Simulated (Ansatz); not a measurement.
System: a (100) slab cut from Ta (Im-3m), 16 atoms in the cell, the slab at its places in the relaxed adsorbed structure.

```
Ta
1.0
     6.56989    0.00000    0.00000
     0.00000    6.56989    0.00000
     0.00000    0.00000   24.74342
Ta
16
Direct
  0.25000 0.75000 0.32332
  0.25000 0.25000 0.32332
  0.75000 0.75000 0.32332
  0.75000 0.25000 0.32332
  0.50000 0.50000 0.38970
  0.50000 0.00000 0.38970
  0.00000 0.50000 0.38970
  0.00000 0.00000 0.38970
  0.74697 0.24699 0.45643
  0.74984 0.75359 0.45619
  0.25361 0.25002 0.45608
  0.24795 0.74790 0.45543
  0.01457 0.01070 0.51774
  0.99526 0.49486 0.51625
  0.47847 0.97932 0.52320
  0.51049 0.51372 0.51770
```

Method: DFT PBE+D3(BJ), scalar-relativistic, plane waves, PAW, no spin polarisation, 3×3×1 k mesh, 420 eV cutoff, Gaussian smearing of 0.1 eV (Ansatz).

What does the potential across the slab give for the work function?

The work function is 3.86 eV at the right face and 3.99 eV at the left. The vacuum levels differ by 0.13 eV, so the slab carries a dipole along its normal. The outermost atoms are 4.9 Å apart, which leaves 19.8 Å of vacuum in a cell 24.7 Å high.

The atoms aren't at rest in this cell (largest force 0.8 eV/Å), so the relaxed material can differ. Spin-orbit coupling is left out, which matters for Ta.

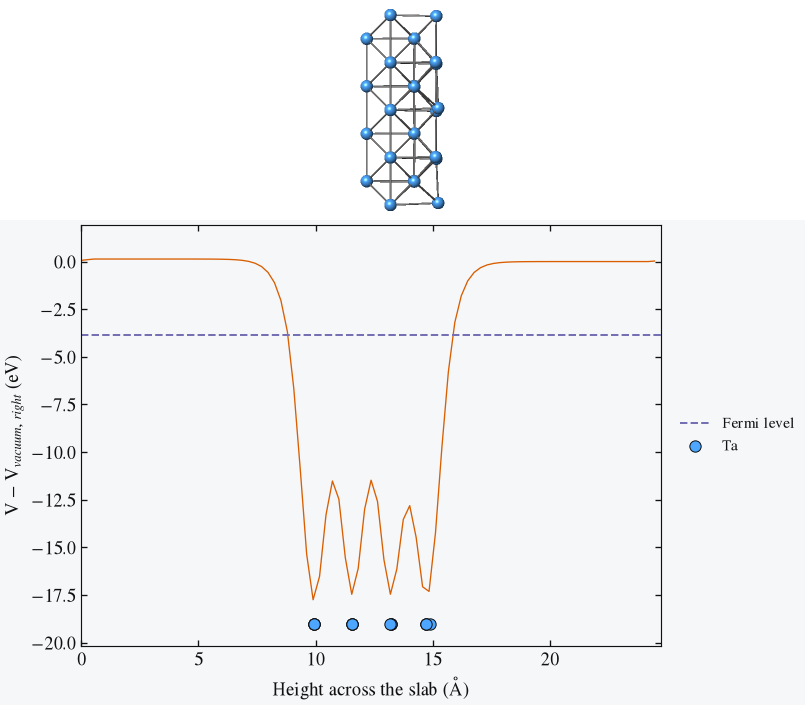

Plane-averaged electrostatic potential energy of an electron across the slab; circles at the bottom mark the heights of the atoms. The structure is drawn too.
